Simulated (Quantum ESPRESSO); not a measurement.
## Sn: band-structure run (part 1 of 2)

- system: Sn (Fd-3m, 2 atoms in the cell)
- method: Kohn-Sham DFT of a periodic cell, PBE, spin-orbit coupling, PseudoDojo 0.4 FR PBE standard, no spin polarisation (Quantum ESPRESSO 7.5)

The structure derives from an entry of the Crystallography Open Database.

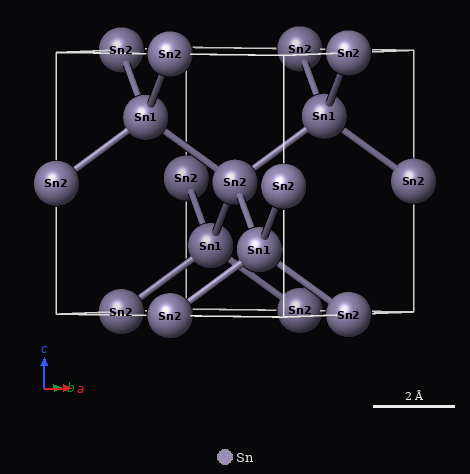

*The input geometry (ball-and-stick view of the cell 4 times as large as that of the calculation, set on its symmetry axes, seen at an oblique angle; atoms are numbered from 1 in the order of the input). An atom can appear more than once, as a periodic image.*

The input:
```
&CONTROL
  calculation = 'scf'
  prefix = 'pwscf'
  outdir = './tmp'
  pseudo_dir = './pseudo'
  tprnfor = .true.
  tstress = .true.
  disk_io = 'low'
/
&SYSTEM
  ibrav = 0
  A = 4.57263724
  nat = 2
  ntyp = 1
  ecutwfc = 72
  nbnd = 42
  occupations = 'smearing'
  smearing = 'fd'
  degauss = 0.00367493
  noncolin = .true.
  lspinorb = .true.
/
&ELECTRONS
  conv_thr = 4d-10
  electron_maxstep = 120
  mixing_beta = 0.5
/
ATOMIC_SPECIES
Sn   118.7100 Sn.upf
CELL_PARAMETERS alat
   0.0000000000    0.7071067811    0.7071067811
   0.7071067811    0.0000000000    0.7071067811
   0.7071067811    0.7071067811    0.0000000000
ATOMIC_POSITIONS alat
Sn     1.0606601717    1.0606601717    1.0606601717
Sn     0.7071067811    0.7071067811    0.7071067811
K_POINTS automatic
7 7 7 0 0 0
```

File bands.in:
```
&CONTROL
  calculation = 'bands'
  prefix = 'pwscf'
  outdir = './tmp'
  pseudo_dir = './pseudo'
  disk_io = 'low'
  verbosity = 'high'
/
&SYSTEM
  ibrav = 0
  A = 4.57263724
  nat = 2
  ntyp = 1
  ecutwfc = 72
  nbnd = 42
  occupations = 'smearing'
  smearing = 'fd'
  degauss = 0.00367493
  noncolin = .true.
  lspinorb = .true.
/
&ELECTRONS
  conv_thr = 1d-08
  electron_maxstep = 120
  mixing_beta = 0.5
  diago_full_acc = .true.
  startingwfc = 'random'
/
ATOMIC_SPECIES
Sn   118.7100 Sn.upf
CELL_PARAMETERS alat
   0.0000000000    0.7071067811    0.7071067811
   0.7071067811    0.0000000000    0.7071067811
   0.7071067811    0.7071067811    0.0000000000
ATOMIC_POSITIONS alat
Sn     1.0606601717    1.0606601717    1.0606601717
Sn     0.7071067811    0.7071067811    0.7071067811
K_POINTS crystal
60
 0.0000000000  0.0000000000  0.0000000000 1
 0.0625000000  0.0000000000  0.0625000000 1
 0.1250000000  0.0000000000  0.1250000000 1
 0.1875000000  0.0000000000  0.1875000000 1
 0.2500000000  0.0000000000  0.2500000000 1
 0.3125000000  0.0000000000  0.3125000000 1
 0.3750000000  0.0000000000  0.3750000000 1
 0.4375000000  0.0000000000  0.4375000000 1
 0.5000000000  0.0000000000  0.5000000000 1
 0.5000000000  0.0625000000  0.5625000000 1
 0.5000000000  0.1250000000  0.6250000000 1
 0.5000000000  0.1875000000  0.6875000000 1
 0.5000000000  0.2500000000  0.7500000000 1
 0.4375000000  0.3125000000  0.7500000000 1
 0.3750000000  0.3750000000  0.7500000000 1
 0.3375000000  0.3375000000  0.6750000000 1
 0.3000000000  0.3000000000  0.6000000000 1
 0.2625000000  0.2625000000  0.5250000000 1
 0.2250000000  0.2250000000  0.4500000000 1
 0.1875000000  0.1875000000  0.3750000000 1
 0.1500000000  0.1500000000  0.3000000000 1
 0.1125000000  0.1125000000  0.2250000000 1
 0.0750000000  0.0750000000  0.1500000000 1
 0.0375000000  0.0375000000  0.0750000000 1
 0.0000000000  0.0000000000  0.0000000000 1
 0.0625000000  0.0625000000  0.0625000000 1
 0.1250000000  0.1250000000  0.1250000000 1
 0.1875000000  0.1875000000  0.1875000000 1
 0.2500000000  0.2500000000  0.2500000000 1
 0.3125000000  0.3125000000  0.3125000000 1
 0.3750000000  0.3750000000  0.3750000000 1
 0.4375000000  0.4375000000  0.4375000000 1
 0.5000000000  0.5000000000  0.5000000000 1
 0.5250000000  0.4500000000  0.5250000000 1
 0.5500000000  0.4000000000  0.5500000000 1
 0.5750000000  0.3500000000  0.5750000000 1
 0.6000000000  0.3000000000  0.6000000000 1
 0.6250000000  0.2500000000  0.6250000000 1
 0.5833333333  0.2500000000  0.6666666667 1
 0.5416666667  0.2500000000  0.7083333333 1
 0.5000000000  0.2500000000  0.7500000000 1
 0.5000000000  0.2857142857  0.7142857143 1
 0.5000000000  0.3214285714  0.6785714286 1
 0.5000000000  0.3571428571  0.6428571429 1
 0.5000000000  0.3928571429  0.6071428571 1
 0.5000000000  0.4285714286  0.5714285714 1
 0.5000000000  0.4642857143  0.5357142857 1
 0.5000000000  0.5000000000  0.5000000000 1
 0.4821428571  0.4821428571  0.5357142857 1
 0.4642857143  0.4642857143  0.5714285714 1
 0.4464285714  0.4464285714  0.6071428571 1
 0.4285714286  0.4285714286  0.6428571429 1
 0.4107142857  0.4107142857  0.6785714286 1
 0.3928571429  0.3928571429  0.7142857143 1
 0.3750000000  0.3750000000  0.7500000000 1
 0.6250000000  0.2500000000  0.6250000000 1
 0.5937500000  0.1875000000  0.5937500000 1
 0.5625000000  0.1250000000  0.5625000000 1
 0.5312500000  0.0625000000  0.5312500000 1
 0.5000000000  0.0000000000  0.5000000000 1
```

Run on 1 thread of Arm Neoverse V1, 24 GiB of memory available, shared host.

Command:
```bash
OMP_NUM_THREADS=1 pw.x -in pw.in > pw.out
OMP_NUM_THREADS=1 pw.x -in bands.in > bands.out
```

What the program printed:
```
This program is part of the open-source Quantum ESPRESSO suite
     for quantum simulation of materials; please cite
         "P. Giannozzi et al., J. Phys.:Condens. Matter 21 395502 (2009);
         "P. Giannozzi et al., J. Phys.:Condens. Matter 29 465901 (2017);
         "P. Giannozzi et al., J. Chem. Phys. 152 154105 (2020);
          URL
     in publications or presentations arising from this work. More details at

     Message from routine setup:
     using ibrav=0 with symmetry is DISCOURAGED, use correct ibrav instead

     G-vector sticks info
     --------------------
     sticks:   dense  smooth     PW     G-vecs:    dense   smooth      PW
     Sum        1483    1483    433                37509    37509    5817

     Using Slab Decomposition

     bravais-lattice index     =            0
     lattice parameter (alat)  =       8.6410  a.u.
     unit-cell volume          =     456.2279 (a.u.)^3
     number of atoms/cell      =            2
     number of atomic types    =            1
     number of electrons       =        28.00
     number of Kohn-Sham states=           42
     kinetic-energy cutoff     =      72.0000  Ry
     charge density cutoff     =     288.0000  Ry
     scf convergence threshold =      4.0E-10
     mixing beta               =       0.5000
     number of iterations used =            8  plain     mixing
     Exchange-correlation= PBE
                           (   1   4   3   4   0   0   0)
     Non magnetic calculation with spin-orbit

     celldm(1)=   8.641032  celldm(2)=   0.000000  celldm(3)=   0.000000
     celldm(4)=   0.000000  celldm(5)=   0.000000  celldm(6)=   0.000000

     crystal axes: (cart. coord. in units of alat)
               a(1) = (   0.000000   0.707107   0.707107 )
               a(2) = (   0.707107   0.000000   0.707107 )
               a(3) = (   0.707107   0.707107   0.000000 )

     reciprocal axes: (cart. coord. in units 2 pi/alat)
               b(1) = ( -0.707107  0.707107  0.707107 )
               b(2) = (  0.707107 -0.707107  0.707107 )
               b(3) = (  0.707107  0.707107 -0.707107 )

     PseudoPot. # 1 for Sn read from file:
     Sn.upf
     Pseudo is Norm-conserving + core correction, Zval = 14.0
     Generated using ONCVPSP code by D. R. Hamann
     Using radial grid of 1668 points, 10 beta functions with:
                l(1) =   0
                l(2) =   0
                l(3) =   1
                l(4) =   1
                l(5) =   1
                l(6) =   1
                l(7) =   2
                l(8) =   2
                l(9) =   2
               l(10) =   2

     atomic species   valence    mass     pseudopotential
     Sn               14.00   118.71000     Sn( 1.00)

     48 Sym. Ops., with inversion, found (24 have fractional translation)

   Cartesian axes

     site n.     atom                  positions (alat units)
         1        Sn     tau(   1) = (   1.0606602   1.0606602   1.0606602  )
         2        Sn     tau(   2) = (   0.7071068   0.7071068   0.7071068  )

     number of k points=    20  Fermi-Dirac smearing, width (Ry)=  0.0037
                       cart. coord. in units 2pi/alat
        k(    1) = (   0.0000000   0.0000000   0.0000000), wk =   0.0029155
        k(    2) = (   0.1010153   0.1010153  -0.1010153), wk =   0.0233236
        k(    3) = (   0.2020305   0.2020305  -0.2020305), wk =   0.0233236
        k(    4) = (   0.3030458   0.3030458  -0.3030458), wk =   0.0233236
        k(    5) = (   0.2020305  -0.0000000   0.0000000), wk =   0.0174927
        k(    6) = (   0.3030458   0.1010153  -0.1010153), wk =   0.0699708
        k(    7) = (   0.4040610   0.2020305  -0.2020305), wk =   0.0699708
        k(    8) = (  -0.2020305  -0.4040610   0.4040610), wk =   0.0699708
        k(    9) = (  -0.1010153  -0.3030458   0.3030458), wk =   0.0699708
        k(   10) = (  -0.0000000  -0.2020305   0.2020305), wk =   0.0349854
        k(   11) = (   0.4040610  -0.0000000   0.0000000), wk =   0.0174927
        k(   12) = (   0.5050763   0.1010153  -0.1010153), wk =   0.0699708
        k(   13) = (  -0.1010153  -0.5050763   0.5050763), wk =   0.0699708
        k(   14) = (   0.0000000  -0.4040610   0.4040610), wk =   0.0349854
        k(   15) = (   0.6060915   0.0000000  -0.0000000), wk =   0.0174927
        k(   16) = (  -0.0000000  -0.6060915   0.6060915), wk =   0.0349854
        k(   17) = (   0.4040610   0.2020305  -0.0000000), wk =   0.0699708
        k(   18) = (  -0.2020305  -0.4040610   0.6060915), wk =   0.1399417
        k(   19) = (  -0.1010153  -0.5050763   0.7071068), wk =   0.0699708
        k(   20) = (  -0.0000000  -0.4040610   0.6060915), wk =   0.0699708

     Dense  grid:    37509 G-vectors     FFT dimensions: (  48,  48,  48)

     Initial potential from superposition of free atoms

     starting charge      27.9968, renormalised to      28.0000
     Starting wfcs are   36 randomized atomic wfcs +    6 random wfcs

     Self-consistent Calculation

     iteration #  1     ecut=    72.00 Ry     beta= 0.50
     Davidson diagonalization with overlap
     ethr =  1.00E-02,  avg # of iterations =  5.8

     Threshold (ethr) on eigenvalues was too large:
     Diagonalizing with lowered threshold

     Davidson diagonalization with overlap
     ethr =  9.13E-05,  avg # of iterations =  4.1

     total energy              =    -315.07409252 Ry
     estimated scf accuracy    <       0.02611655 Ry

     iteration #  2     ecut=    72.00 Ry     beta= 0.50
     Davidson diagonalization with overlap
     ethr =  9.33E-05,  avg # of iterations =  1.0

     total energy              =    -315.07423796 Ry
     estimated scf accuracy    <       0.00496163 Ry

     iteration #  3     ecut=    72.00 Ry     beta= 0.50
     Davidson diagonalization with overlap
     ethr =  1.77E-05,  avg # of iterations =  2.2

     total energy              =    -315.07452574 Ry
     estimated scf accuracy    <       0.00008333 Ry

     iteration #  4     ecut=    72.00 Ry     beta= 0.50
     Davidson diagonalization with overlap
     ethr =  2.98E-07,  avg # of iterations =  5.7

     total energy              =    -315.07453748 Ry
     estimated scf accuracy    <       0.00000533 Ry

     iteration #  5     ecut=    72.00 Ry     beta= 0.50
     Davidson diagonalization with overlap
     ethr =  1.90E-08,  avg # of iterations =  2.0

     total energy              =    -315.07453842 Ry
     estimated scf accuracy    <       0.00000014 Ry

     iteration #  6     ecut=    72.00 Ry     beta= 0.50
     Davidson diagonalization with overlap
     ethr =  5.17E-10,  avg # of iterations =  2.2

     total energy              =    -315.07453871 Ry
     estimated scf accuracy    <       0.00000018 Ry

     iteration #  7     ecut=    72.00 Ry     beta= 0.50
     Davidson diagonalization with overlap
     ethr =  5.17E-10,  avg # of iterations =  2.0

     total energy              =    -315.07453902 Ry
     estimated scf accuracy    <       0.00000062 Ry

     iteration #  8     ecut=    72.00 Ry     beta= 0.50
     Davidson diagonalization with overlap
     ethr =  5.17E-10,  avg # of iterations =  2.0

     total energy              =    -315.07453880 Ry
     estimated scf accuracy    <       0.00000094 Ry

     iteration #  9     ecut=    72.00 Ry     beta= 0.50
     Davidson diagonalization with overlap
     ethr =  5.17E-10,  avg # of iterations =  2.0

     total energy              =    -315.07453878 Ry
     estimated scf accuracy    <       0.00000047 Ry

     iteration # 10     ecut=    72.00 Ry     beta= 0.50
     Davidson diagonalization with overlap
     ethr =  5.17E-10,  avg # of iterations =  1.0

     total energy              =    -315.07453862 Ry
     estimated scf accuracy    <       0.00000038 Ry

     iteration # 11     ecut=    72.00 Ry     beta= 0.50
     Davidson diagonalization with overlap
     ethr =  5.17E-10,  avg # of iterations =  2.0

     total energy              =    -315.07453860 Ry
     estimated scf accuracy    <       0.00000009 Ry

     iteration # 12     ecut=    72.00 Ry     beta= 0.50
     Davidson diagonalization with overlap
     ethr =  3.12E-10,  avg # of iterations =  2.0

     total energy              =    -315.07453860 Ry
     estimated scf accuracy    <          9.7E-09 Ry

     iteration # 13     ecut=    72.00 Ry     beta= 0.50
     Davidson diagonalization with overlap
     ethr =  3.45E-11,  avg # of iterations =  2.0

     End of self-consistent calculation

          k = 0.0000 0.0000 0.0000 (  4693 PWs)   bands (ev):
```
